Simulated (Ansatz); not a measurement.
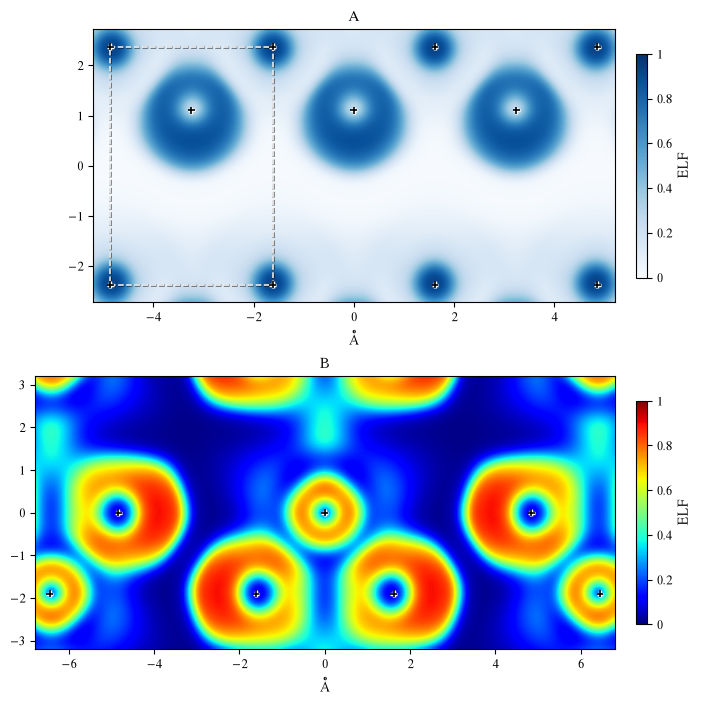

The ELF of 2 systems, each on a plane through atoms (crosses mark nuclei in the plane).

Computed with Ansatz 0.2.0, Kohn-Sham DFT of a periodic cell, PBE, Ansatz PAW.

System 1: CuO, the (100) plane of the conventional cell. Space group P4/nmm; a generated structure, not necessarily the stable one; not relaxed (largest force 1.5 eV/Å); computed pressure about 7 GPa in this cell.

```
Cu O
1.0
     3.23778    0.00000    0.00000
     0.00000    3.23778    0.00000
     0.00000    0.00000    4.74072
Cu O
2 2
Cartesian
  0.0000 0.0000 0.0000
  1.6189 1.6189 0.0000
  1.6189 0.0000 1.2658
  0.0000 1.6189 3.4749
```

System 2: MoSe2, the (110) plane of the conventional cell. Space group P6₃/mmc; not relaxed (largest force 1.1 eV/Å); computed pressure about 8 GPa in this cell.

Q: Which map belongs to which system?

A: Panel A is system 1, CuO: the plane holds Cu and O. Cu–O (2.05 Å): the ELF peaks at about 0.80 in the valence shell of O, 0.6 Å from its nucleus, and is about 0.20 at the midpoint; no shared electron pair shows on this line. Panel B is system 2, MoSe2: the plane holds Mo and Se. Mo–Se (2.49 Å): the ELF is about 0.50 at the midpoint.
